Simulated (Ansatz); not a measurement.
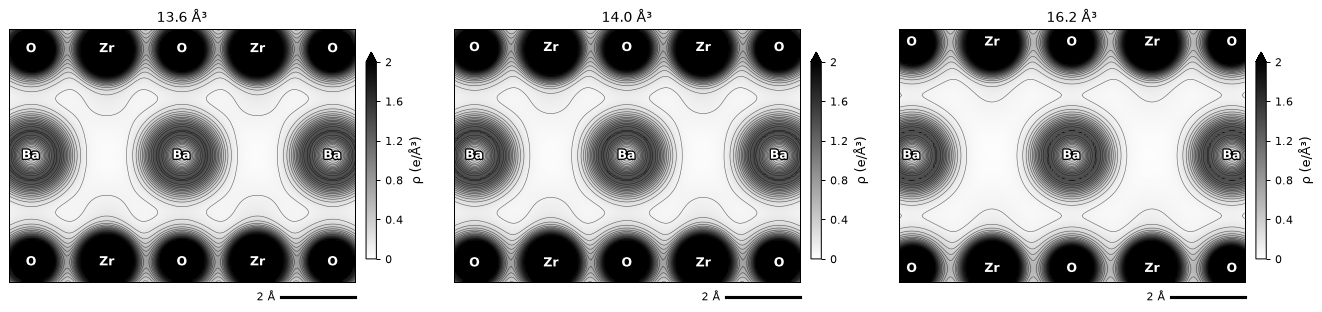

BaZrO3. The valence charge density (pseudo) of cells scaled evenly to different volumes (given per atom above each panel), on the (011̄) plane of each (indices in the axes of the cell below), at one length scale and on one colour scale.

Started from the cubic perovskite prototype, which need not be the ambient phase.

Method: DFT, HSE06, plane waves, PAW (Ansatz).

The density is the valence pseudo-density of a PAW calculation; it isn't the true density close to the nuclei.

The largest cell:

```cif
data_structure
_symmetry_space_group_name_H-M 'P 1'
_symmetry_Int_Tables_number 1
_cell_length_a 4.3315
_cell_length_b 4.3315
_cell_length_c 4.3315
_cell_angle_alpha 90.000
_cell_angle_beta 90.000
_cell_angle_gamma 90.000
_cell_volume 81.27
loop_
_atom_site_label
_atom_site_type_symbol
_atom_site_fract_x
_atom_site_fract_y
_atom_site_fract_z
_atom_site_occupancy
Ba1 Ba 0.00000 0.00000 0.00000 1
Zr1 Zr 0.50000 0.50000 0.50000 1
O1 O 0.50000 0.50000 0.00000 1
O2 O 0.50000 0.00000 0.50000 1
O3 O 0.00000 0.50000 0.50000 1
```

| volume (Å³/atom) | Zr–O contact in the plane (Å) | ρ at its midpoint (e/Å³) | pressure (GPa) | gap on the mesh (eV) | 
| --- | --- | --- | --- | --- |
| 13.58 | 2.040 | 0.772 | 16.2 | 4.92 | 
| 14.00 | 2.061 | 0.733 | 9.5 | 4.84 | 
| 14.43 | 2.082 | ? | ? | ? | 
| 16.25 | 2.166 | 0.572 | −13.1 | 4.43 | 

Estimate the missing row, and compare with the calculation.

Over the known rows ln ρ falls by 2.37 per Å of Zr–O distance (a least-squares line), which gives 0.698 e/Å³ at 2.082 Å; the calculation gives 0.697 e/Å³. For the pressure, a straight line in volume between the neighbouring rows gives 5.2 GPa; the calculation gives 3.6, lower because pressure rises ever faster on compression. For the gap on the mesh, a straight line in volume between the neighbouring rows gives 4.76 eV; the calculation gives 4.76.
